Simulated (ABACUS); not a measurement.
# A series of single points on Ce

System: Ce (Fm-3m, 1 atom in the cell).
Method: Kohn-Sham DFT of a periodic cell, PBE, PseudoDojo NC SR 0.4.1 PBE standard, lanthanides 3+ (f in core), spin-polarised (ABACUS 3.10.1).

The 7 runs differ only in the geometry, by an even scaling of the cell at fixed fractional positions. The structure derives from an entry of the Crystallography Open Database.

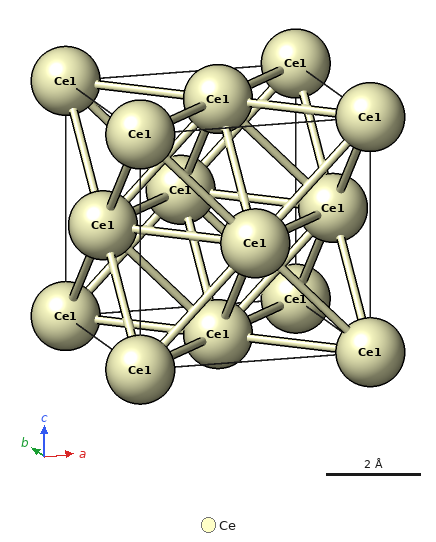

Figure 1. The structure of run 4 (ball-and-stick view of the cell 4 times as large as that of the calculation, set on its symmetry axes, seen slightly off an axis; atoms are numbered from 1 in the order of the input).

**Input file of run 4**
```
INPUT_PARAMETERS
suffix              Ce
calculation         scf
basis_type          pw
pseudo_dir          ./
symmetry            1
dft_functional      pbe
ecutwfc             49
pseudo_rcut         10
nspin               2
nbands              10
ks_solver           dav
smearing_method     fd
smearing_sigma      0.00367493
scf_thr             1e-08
scf_nmax            100
mixing_type         broyden
mixing_beta         0.4
cal_force           1
cal_stress          1
kpar                4
```

**File STRU of run 4**
```
ATOMIC_SPECIES
Ce 140.1160 Ce.upf

LATTICE_CONSTANT
1.8897261246

LATTICE_VECTORS
0.0000000000 2.5806000000 2.5806000000
2.5806000000 0.0000000000 2.5806000000
2.5806000000 2.5806000000 0.0000000000

ATOMIC_POSITIONS
Direct

Ce
0.0
1
0.0000000000 0.0000000000 0.0000000000 1 1 1 mag 0
```

**File KPT of run 4**
```
K_POINTS
0
Gamma
9 9 9 0 0 0
```

Command:
```bash
OMP_NUM_THREADS=1 mpirun -np 4 abacus > log
```

Lattice vectors (Å) and fractional positions of run 4:
```
   0.000000    2.580600    2.580600
   2.580600    0.000000    2.580600
   2.580600    2.580600    0.000000
Ce  0.000000  0.000000  0.000000
```

Run 6 differs from it as follows:
```diff
-0.0000000000 2.5806000000 2.5806000000
-2.5806000000 0.0000000000 2.5806000000
-2.5806000000 2.5806000000 0.0000000000
+0.0000000000 2.6145591575 2.6145591575
+2.6145591575 0.0000000000 2.6145591575
+2.6145591575 2.6145591575 0.0000000000
```

**Results, with one run withheld**

| run | volume per atom (Å³) | free energy per atom, from the lowest run given (meV) | pressure (GPa) |
| --- | --- | --- | --- |
| 1 | 32.309 | 87.91 | 5.87 |
| 2 | 32.996 | 64.61 | 5.00 |
| 3 | 33.684 | 44.97 | 4.16 |
| 4 | 34.371 | 28.85 | 3.36 |
| 5 | 35.058 | 16.10 | 2.59 |
| 6 | 35.746 | ? | ? |
| 7 | 36.433 | 0.00 | 1.19 |

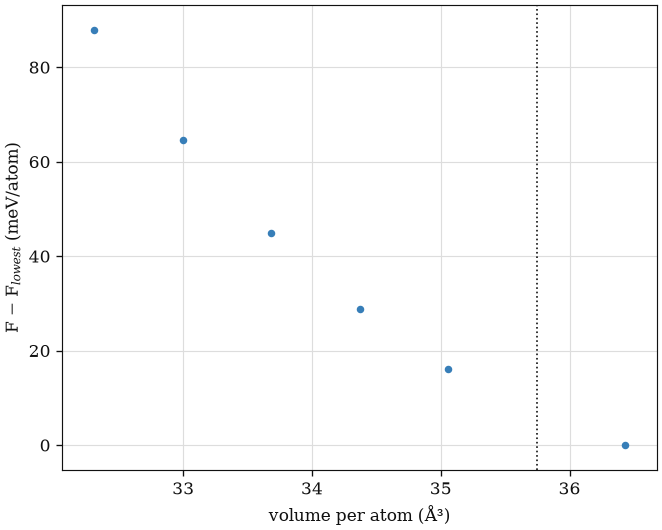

Figure 2. Free energy per atom of the runs given; the dotted line marks run 6.

What should run 6 give?

A cubic polynomial in V^(−2/3) (the Birch–Murnaghan form), fitted to the 6 runs given, misses them by at most 0.01 meV per atom. With x = V^(−2/3) − 0.09510 Å⁻², it reads F = 34.845 + 12330 x + 8.8434e+05 x² − 1.2733e+07 x³ (meV per atom). At run 6 it gives 6.52 meV per atom, and the run itself gives 6.55. The slope of the fit gives a pressure −dF/dV of 1.87 GPa there, and the run prints 1.87 GPa. The fit has no minimum inside this range.

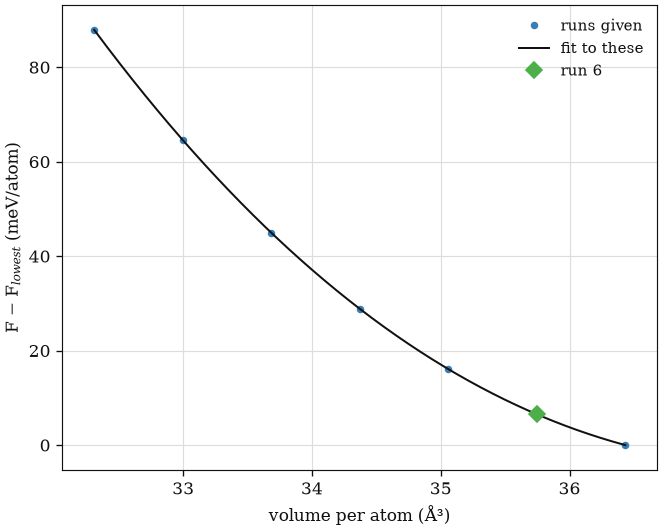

Figure 3. The fit and the withheld run.

**Some lines of the output (run 6)**
```
[...]
                             Volume (A^3) = 35.7458
 E_Fermi        0.8344479756         11.3532471532
 E_Fermi        0.8338295865         11.3448335374
 E_Fermi        0.8330549041         11.3342934427
 E_Fermi        0.8321823420         11.3224216259
 E_Fermi        0.8322250689         11.3230029551
 E_Fermi        0.8322794191         11.3237424284
 E_Fermi        0.8322765016         11.3237027338
 E_KS(sigma->0) -71.4682574115       -972.3755269267
 E_Fermi        0.8322706741         11.3236234457
 final etot is -972.38282621 eV
 EFERMI = 11.323623446 eV
 TOTAL-PRESSURE: 18.705081 KBAR
 !FINAL_ETOT_IS -972.3828262138204082 eV
```

Notes: Points of doubt noted for this run: f electrons in core.
